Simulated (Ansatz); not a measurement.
## KI (Fm-3m): refractive index against wavelength

The refractive index of KI (Fm-3m) below the direct gap (3.97 eV on the mesh) is read from one computed spectrum, n = √(Re ε).

The structure is cubic, space group Fm-3m (No. 225). The conventional cell has a = 7.066 Å, b = 7.066 Å, c = 7.066 Å, α = 90.00°, β = 90.00°, γ = 90.00°. Around I on site b lie 6 K at 3.53 Å. Around K on site a lie 6 I at 3.53 Å.

Method: Ansatz 0.2.0, PBE, independent particles, k-mesh 6×6×6 with interpolation inside its cells, Gaussian parameter 0.1 eV.

Launch of the response step: `ansatz run input.yaml --threads 4 --pin off --max-ram 8192MiB --backend cpu --events-out ev --progress --plain --runs-dir out`. The run took 4 s, on 4 threads of Intel(R) Xeon(R) Platinum 8488C (Sapphire Rapids), with other jobs on the host.

| wavelength (nm) | photon energy E (eV) | n |
| --- | --- | --- |
| 1310 | 0.946 | 1.8107 |
| 1064 | 1.165 | 1.8166 |
| 850 | 1.459 | 1.8266 |
| 700 | 1.771 | 1.8404 |
| 633 | 1.959 | 1.8504 |
| 532 | 2.331 | ? |
| 450 | 2.755 | 1.9114 |

In the single-oscillator model n² − 1 = E₀E_d/(E₀² − E²), so 1/(n² − 1) = E₀/E_d − E²/(E₀E_d) is linear in E².

Working, on the rows shown:

| x = E² (eV²) | y = 1/(n² − 1) |
| --- | --- |
| 0.895757 | 0.438859 |
| 1.35784 | 0.434776 |
| 2.12762 | 0.427997 |
| 3.13716 | 0.418923 |
| 3.83641 | 0.412545 |
| 7.59115 | 0.376868 |

Means: x̄ = 3.1577, ȳ = 0.41833. Σ(x − x̄)(y − ȳ) = -0.2738, Σ(x − x̄)² = 29.53. Slope = -0.2738 / 29.53 = -0.009269; intercept = ȳ − slope · x̄ = 0.4476. Turned back into n, the line misses the rows shown by at most 0.00081.

Q: Fill in the last column of the withheld row.

A: At x = 5.4314 the line gives y = 0.39725, that is 1.8754. The run gave 1.8747, so the interpolation is off by 0.00074, 0.7 % of the range in the table.

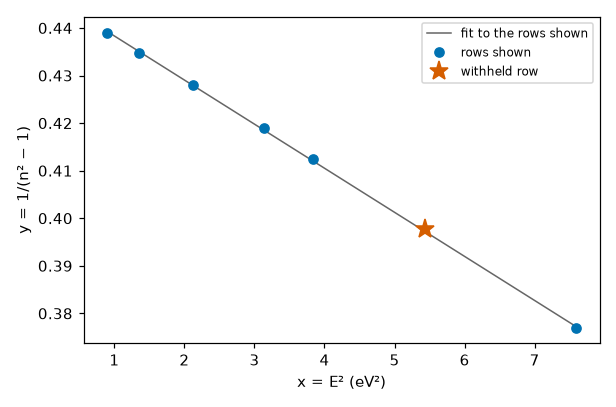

Refitted with all rows, the slope is -0.009244 and the intercept 0.44757. These give E₀ = √(intercept/−slope) = 6.96 eV and E_d = E₀/intercept = 15.5 eV; E₀ is 1.8 times the direct gap. The electronic limit at long wavelengths, without lattice vibrations, is n = √(1 + 1/intercept) = 1.798. Excitons are left out and so are local fields; PBE gaps are as a rule too small. Spin-orbit coupling is left out.
